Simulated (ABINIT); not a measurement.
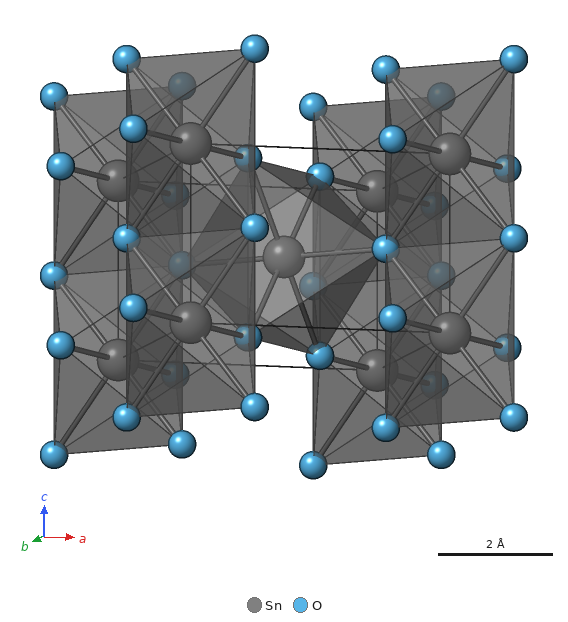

**Figure 1.** The input geometry (polyhedral view of the cell of the calculation, seen at an oblique angle; polyhedra are completed across the faces of the cell). An atom can appear more than once, as a periodic image.

## Dielectric calculation of SnO$_{2}$ (part 1 of 3)

- system: SnO$_{2}$ (P4₂/mnm, 6 atoms in the cell)
- method: Kohn-Sham DFT of a periodic cell, PBE, PseudoDojo NC SR PBE v0.4.1 standard, no spin polarisation (ABINIT 10.8.3)

The structure derives from an entry of the Crystallography Open Database.

Input file
```
ndtset 3

pp_dirpath "./"
pseudos "Sn.upf, O.upf"

acell 3*1.0 Angstrom
rprim
     4.7380000000     0.0000000000     0.0000000000
     0.0000000000     4.7380000000     0.0000000000
     0.0000000000     0.0000000000     3.1865000000
ntypat 2
znucl 50 8
natom 6
typat 1 1 2 2 2 2
xred
            1/2            1/2            1/2
            0.0            0.0            0.0
   0.8071000000   0.1929000000            1/2
   0.6929000000   0.6929000000            0.0
   0.1929000000   0.8071000000            1/2
   0.3071000000   0.3071000000            0.0

ecut 952.398519 eV

ngkpt 4 4 6
nshiftk 1
shiftk 0.5 0.5 0.5

ixc 11

nband 26
occopt 1

nstep 80
diemac 6.0

prteig 0
prtebands 0
prtwf 0
prtden 0
prtpot 0

kptopt1 1
tolvrs1 1.0e-15
prtwf1 1

iscf2 -3
rfelfd2 2
rfdir2 1 1 1
getwfk2 1
kptopt2 2
nqpt2 1
qpt2 0.0 0.0 0.0
tolwfr2 1.0e-18
prtwf2 1

rfelfd3 3
rfdir3 1 1 1
getwfk3 1
getddk3 2
kptopt3 2
nqpt3 1
qpt3 0.0 0.0 0.0
tolvrs3 1.0e-9
```

File mrgddb.in
```
merged_DDB
SnO2
2
runo_DS1_DDB
runo_DS3_DDB
```

File anaddb.abi
```
ddb_filepath "merged_DDB"
output_file "anaddb.abo"
outdata_prefix "ana"
asr 1
chneut 1
dipdip 1
dieflag 2
enunit 0
```

Run on 4 threads of Intel Xeon @ 2.50GHz (Skylake/Cascade Lake), 189 GiB of memory available, shared host.

Run as:
```bash
mpirun --bind-to none -np 4 abinit run.abi > log 2>&1
mrgddb < mrgddb.in > mrgddb.log 2>&1
anaddb anaddb.abi > anaddb.log 2>&1
```

Log
```
.Version 10.8.3 of ABINIT
 DATASET    1 : space group P4_2/m n m (#136); Bravais tP (primitive tetrag.)
================================================================================
 Values of the parameters that define the memory need for DATASET  1.
     intxc =       0    ionmov =       0      iscf =       7    lmnmax =       6
     lnmax =       6     mgfft =      48  mpssoang =       3    mqgrid =    3001
     natom =       6  nloc_mem =       1    nspden =       1   nspinor =       1
    nsppol =       1      nsym =      16    n1xccc =    2501    ntypat =       2
    occopt =       1   xclevel =       2
       mpw =        4803          nfft =       82944          nkpt =           9
================================================================================
================================================================================

 DATASET    2 : space group P4_2/m n m (#136); Bravais tP (primitive tetrag.)
================================================================================
 Values of the parameters that define the memory need for DATASET  2 (RF).
     intxc =       0      iscf =      -3    lmnmax =       6     lnmax =       6
     mgfft =      48  mpssoang =       3    mqgrid =    3001     natom =       6
  nloc_mem =       1    nspden =       1   nspinor =       1    nsppol =       1
      nsym =      16    n1xccc =    2501    ntypat =       2    occopt =       1
   xclevel =       2
      nfft =       82944          nkpt =          48
================================================================================
================================================================================

 DATASET    3 : space group P4_2/m n m (#136); Bravais tP (primitive tetrag.)
================================================================================
 Values of the parameters that define the memory need for DATASET  3 (RF).
     intxc =       0      iscf =       7    lmnmax =       6     lnmax =       6
     mgfft =      48  mpssoang =       3    mqgrid =    3001     natom =       6
  nloc_mem =       1    nspden =       1   nspinor =       1    nsppol =       1
      nsym =      16    n1xccc =    2501    ntypat =       2    occopt =       1
   xclevel =       2
      nfft =       82944          nkpt =          48
================================================================================
================================================================================

--------------------------------------------------------------------------------
------------- Echo of variables that govern the present computation ------------
--------------------------------------------------------------------------------
 -outvars: echo values of preprocessed input variables --------
            acell      1.8897261259E+00  1.8897261259E+00  1.8897261259E+00 Bohr
              amu      1.18710000E+02  1.59994000E+01
           diemac      6.00000000E+00
             ecut      3.50000000E+01 Hartree
           getddk1          0
           getddk2          0
           getddk3          2
           getwfk1          0
           getwfk2          1
           getwfk3          1
             iscf1          7
             iscf2         -3
             iscf3          7
              ixc          11
           jdtset        1    2    3
           kptopt1          1
           kptopt2          2
           kptopt3          2
         kptrlatt        4    0    0      0    4    0      0    0    6
          kptrlen      3.58140895E+01
            natom           6
            nband1         26
            nband2         26
            nband3         26
           ndtset           3
            ngfft          48      48      36
             nkpt1          9
             nkpt2         48
             nkpt3         48
             nqpt1          0
             nqpt2          1
             nqpt3          1
            nstep          80
             nsym          16
           ntypat           2
        optdriver1          0
        optdriver2          1
        optdriver3          1
           prtden           0
        prtebands           0
           prteig           0
            prtwf1          1
            prtwf2          1
            prtwf3          0
           rfelfd1          0
           rfelfd2          2
           rfelfd3          3
            rprim      4.7380000000E+00  0.0000000000E+00  0.0000000000E+00
                       0.0000000000E+00  4.7380000000E+00  0.0000000000E+00
                       0.0000000000E+00  0.0000000000E+00  3.1865000000E+00
           shiftk      5.00000000E-01  5.00000000E-01  5.00000000E-01
          spgroup         136
           tolvrs1     1.00000000E-15
           tolvrs2     0.00000000E+00
           tolvrs3     1.00000000E-09
           tolwfr1     0.00000000E+00
           tolwfr2     1.00000000E-18
           tolwfr3     0.00000000E+00
            typat      1  1  2  2  2  2
           xangst      2.3690000000E+00  2.3690000000E+00  1.5932500000E+00
                       0.0000000000E+00  0.0000000000E+00  0.0000000000E+00
                       3.8240398000E+00  9.1396020000E-01  1.5932500000E+00
                       3.2829602000E+00  3.2829602000E+00  0.0000000000E+00
                       9.1396020000E-01  3.8240398000E+00  1.5932500000E+00
                       1.4550398000E+00  1.4550398000E+00  0.0000000000E+00
            xcart      4.4767611923E+00  4.4767611923E+00  3.0108061501E+00
                       0.0000000000E+00  0.0000000000E+00  0.0000000000E+00
                       7.2263879166E+00  1.7271344680E+00  3.0108061501E+00
                       6.2038956603E+00  6.2038956603E+00  0.0000000000E+00
                       1.7271344680E+00  7.2263879166E+00  3.0108061501E+00
                       2.7496267243E+00  2.7496267243E+00  0.0000000000E+00
             xred      5.0000000000E-01  5.0000000000E-01  5.0000000000E-01
                       0.0000000000E+00  0.0000000000E+00  0.0000000000E+00
                       8.0710000000E-01  1.9290000000E-01  5.0000000000E-01
                       6.9290000000E-01  6.9290000000E-01  0.0000000000E+00
                       1.9290000000E-01  8.0710000000E-01  5.0000000000E-01
                       3.0710000000E-01  3.0710000000E-01  0.0000000000E+00
            znucl       50.00000    8.00000

================================================================================

 chkinp: Checking input parameters for consistency, jdtset=   1.

 chkinp: Checking input parameters for consistency, jdtset=   2.

 chkinp: Checking input parameters for consistency, jdtset=   3.

================================================================================
== DATASET  1 ==================================================================

--- !DatasetInfo
iteration_state: {dtset: 1, }
dimensions: {natom: 6, nkpt: 9, mband: 26, nsppol: 1, nspinor: 1, nspden: 1, mpw: 4803, }
cutoff_energies: {ecut:  35.0, pawecutdg:  -1.0, }
electrons: {nelect:   5.20000000E+01, charge:   0.00000000E+00, occopt:   1.00000000E+00, tsmear:   1.00000000E-02, }
meta: {optdriver: 0, ionmov: 0, optcell: 0, iscf: 7, paral_kgb: 0, }
...

 Exchange-correlation functional for the present dataset will be:
  GGA: Perdew-Burke-Ernzerhof functional - ixc=11
  J.P.Perdew, K.Burke, M.Ernzerhof, PRL 77, 3865 (1996)

 Real(R)+Recip(G) space primitive vectors, cartesian coordinates (Bohr,Bohr^-1):
 R(1)=  8.9535224  0.0000000  0.0000000  G(1)=  0.1116879  0.0000000  0.0000000
 R(2)=  0.0000000  8.9535224  0.0000000  G(2)=  0.0000000  0.1116879  0.0000000
 R(3)=  0.0000000  0.0000000  6.0216123  G(3)=  0.0000000  0.0000000  0.1660685
 Unit cell volume ucvol=  4.8272594E+02 bohr^3
 Angles (23,13,12)=  9.00000000E+01  9.00000000E+01  9.00000000E+01 degrees

 getcut: wavevector=  0.0000  0.0000  0.0000  ngfft=  48  48  36
         ecut(hartree)=     35.000   => boxcut(ratio)=   2.01302

--- Pseudopotential description ------------------------------------------------
- pspini: atom type   1  psp file is ./Sn.upf
  50.00000  14.00000  171031                  znucl, zion, pspdat
12 -101130 2 -1 1628                          pspcod,pspxc,lmax,lloc,mmax
     nproj     2     2     2

- pspini: atom type   2  psp file is ./O.upf
   8.00000   6.00000  171031                  znucl, zion, pspdat
12 -101130 2 -1 936                           pspcod,pspxc,lmax,lloc,mmax
     nproj     2     2     1

   4.68435495E+03                                ecore*ucvol(ha*bohr**3)
--------------------------------------------------------------------------------

================================================================================

--- !BeginCycle
iteration_state: {dtset: 1, }
solver: {iscf: 7, nstep: 80, nline: 4, wfoptalg: 0, }
tolerances: {tolvrs: 1.00E-15, }
...

     iter   Etot(hartree)      deltaE(h)  residm     vres2
 ETOT  1  -222.21620841814    -2.222E+02 3.036E-01 4.421E+02
 ETOT  2  -223.69346722967    -1.477E+00 5.220E-02 1.570E+02
 ETOT  3  -223.77264740430    -7.918E-02 7.664E-03 3.169E+01
 ETOT  4  -223.78614723076    -1.350E-02 7.984E-04 4.395E-01
 ETOT  5  -223.78641355545    -2.663E-04 5.477E-05 4.551E-02
 ETOT  6  -223.78644292068    -2.937E-05 1.433E-05 1.067E-03
 ETOT  7  -223.78644571092    -2.790E-06 1.591E-06 4.033E-05
 ETOT  8  -223.78644609265    -3.817E-07 5.400E-07 4.069E-05
 ETOT  9  -223.78644617485    -8.219E-08 6.054E-08 6.322E-07
 ETOT 10  -223.78644618740    -1.255E-08 2.147E-08 8.602E-09
 ETOT 11  -223.78644618976    -2.361E-09 2.460E-09 2.619E-09
 ETOT 12  -223.78644619023    -4.672E-10 8.793E-10 5.680E-11
 ETOT 13  -223.78644619032    -9.607E-11 1.012E-10 2.230E-11
 ETOT 14  -223.78644619034    -1.955E-11 3.641E-11 4.056E-13
 ETOT 15  -223.78644619034    -1.933E-12 4.248E-12 3.483E-13
 ETOT 16  -223.78644619034     3.695E-13 1.533E-12 3.128E-14
 ETOT 17  -223.78644619035    -3.325E-12 1.798E-13 1.036E-14
 ETOT 18  -223.78644619034     1.029E-11 6.502E-14 3.038E-15
 ETOT 19  -223.78644619035    -8.754E-12 7.664E-15 3.411E-16

 At SCF step   19       vres2   =  3.41E-16 < tolvrs=  1.00E-15 =>converged.

 Cartesian components of stress tensor (hartree/bohr^3)
  sigma(1 1)= -3.28999960E-04  sigma(3 2)=  0.00000000E+00
  sigma(2 2)= -3.28999960E-04  sigma(3 1)=  0.00000000E+00
  sigma(3 3)= -4.54611990E-04  sigma(2 1)=  0.00000000E+00

--- !ResultsGS
iteration_state: {dtset: 1, }
comment   : Summary of ground state results
lattice_vectors:
- [  8.9535224,   0.0000000,   0.0000000, ]
- [  0.0000000,   8.9535224,   0.0000000, ]
- [  0.0000000,   0.0000000,   6.0216123, ]
lattice_lengths: [   8.95352,    8.95352,    6.02161, ]
lattice_angles: [ 90.000,  90.000,  90.000, ] # degrees, (23, 13, 12)
lattice_volume:   4.8272594E+02
convergence: {deltae: -8.754E-12, res2:  3.411E-16, residm:  7.664E-15, diffor: null, }
etotal    :  -2.23786446E+02
entropy   :   0.00000000E+00
fermie    :   1.66774323E-01
cartesian_stress_tensor: # hartree/bohr^3
- [ -3.28999960E-04,   0.00000000E+00,   0.00000000E+00, ]
- [  0.00000000E+00,  -3.28999960E-04,   0.00000000E+00, ]
- [  0.00000000E+00,   0.00000000E+00,  -4.54611990E-04, ]
pressure_GPa:   1.0911E+01
xred      :
- [  5.0000E-01,   5.0000E-01,   5.0000E-01, Sn]
- [  0.0000E+00,   0.0000E+00,   0.0000E+00, Sn]
- [  8.0710E-01,   1.9290E-01,   5.0000E-01,  O]
- [  6.9290E-01,   6.9290E-01,   0.0000E+00,  O]
- [  1.9290E-01,   8.0710E-01,   5.0000E-01,  O]
- [  3.0710E-01,   3.0710E-01,   0.0000E+00,  O]
cartesian_forces: # hartree/bohr
- [ -0.00000000E+00,  -0.00000000E+00,  -0.00000000E+00, ]
- [ -0.00000000E+00,  -0.00000000E+00,  -0.00000000E+00, ]
- [ -3.88410774E-03,   3.88410774E-03,  -0.00000000E+00, ]
- [  3.88410774E-03,   3.88410774E-03,  -0.00000000E+00, ]
- [  3.88410774E-03,  -3.88410774E-03,  -0.00000000E+00, ]
- [ -3.88410774E-03,  -3.88410774E-03,  -0.00000000E+00, ]
force_length_stats: {min:   0.00000000E+00, max:   5.49295784E-03, mean:   3.66197189E-03, }
...

 Integrated electronic density in atomic spheres:
 ------------------------------------------------
 Atom  Sphere_radius  Integrated_density
    1        2.00000         10.46871010
    2        2.00000         10.46871010
    3        2.00000          6.31471992
    4        2.00000          6.31471992
    5        2.00000          6.31471992
    6        2.00000          6.31471992
================================================================================

 ----iterations are completed or convergence reached----
```
